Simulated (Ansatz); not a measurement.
```yaml
crystal:
  lattice:
    - [6.88964, 0.00000, 0.00000]
    - [0.00000, 6.88964, 0.00000]
    - [0.00000, 0.00000, 6.88964]
  atoms:
    - { symbol: Ti, position: [0.62500, 0.12500, 0.12500] }
    - { symbol: Ti, position: [0.12500, 0.62500, 0.12500] }
    - { symbol: Ti, position: [0.12500, 0.12500, 0.62500] }
    - { symbol: Ti, position: [0.62500, 0.62500, 0.62500] }
    - { symbol: Ti, position: [0.62500, 0.37500, 0.37500] }
    - { symbol: Ti, position: [0.12500, 0.87500, 0.37500] }
    - { symbol: Ti, position: [0.12500, 0.37500, 0.87500] }
    - { symbol: Ti, position: [0.62500, 0.87500, 0.87500] }
    - { symbol: Ti, position: [0.87500, 0.37500, 0.12500] }
    - { symbol: Ti, position: [0.37500, 0.87500, 0.12500] }
    - { symbol: Ti, position: [0.37500, 0.37500, 0.62500] }
    - { symbol: Ti, position: [0.87500, 0.87500, 0.62500] }
    - { symbol: Ti, position: [0.87500, 0.12500, 0.37500] }
    - { symbol: Ti, position: [0.37500, 0.62500, 0.37500] }
    - { symbol: Ti, position: [0.37500, 0.12500, 0.87500] }
    - { symbol: Ti, position: [0.87500, 0.62500, 0.87500] }
    - { symbol: Co, position: [0.00000, 0.00000, 0.00000] }
    - { symbol: Co, position: [0.50000, 0.50000, 0.00000] }
    - { symbol: Co, position: [0.50000, 0.00000, 0.50000] }
    - { symbol: Co, position: [0.00000, 0.50000, 0.50000] }
    - { symbol: Co, position: [0.25000, 0.25000, 0.25000] }
    - { symbol: Co, position: [0.75000, 0.75000, 0.25000] }
    - { symbol: Co, position: [0.75000, 0.25000, 0.75000] }
    - { symbol: Co, position: [0.25000, 0.75000, 0.75000] }
```

Space group Fd-3m; computed pressure about 5 GPa in this cell; spin-polarised.

Method: DFT PBEsol, scalar-relativistic, plane waves, PAW in Ansatz.

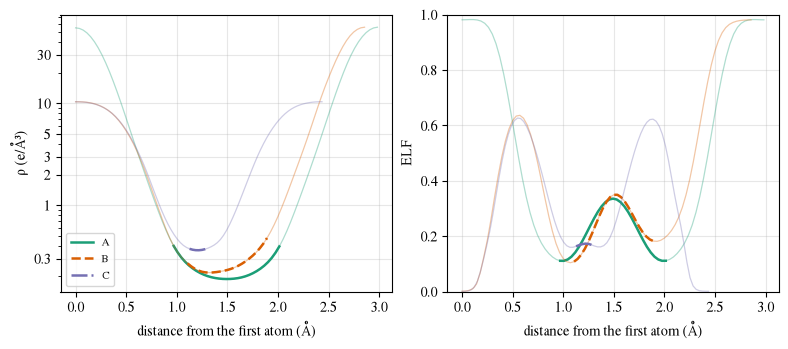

Ti2Co. Valence electron density and ELF along straight lines between neighbouring atoms. Thin, pale parts lie inside the atomic spheres.

Core electrons are frozen (PAW), and the valence fields are smoothed inside the atomic spheres.

Which curve belongs to which contact (Co–Co, Ti–Co and Ti–Ti)? The first atom named is at distance zero.

Answer. Curve A: Co–Co (2.98 Å): the density is about 0.19 e/Å³ at the midpoint; the ELF is about 0.35 at the midpoint. Curve B: Ti–Co (2.86 Å): ρ is about 0.22 e/Å³ halfway; the ELF is about 0.30 at the midpoint. Curve C: Ti–Ti (2.44 Å): ρ is about 0.36 e/Å³ halfway; the ELF is about 0.15 at the midpoint: no shared electron pair shows on this line.
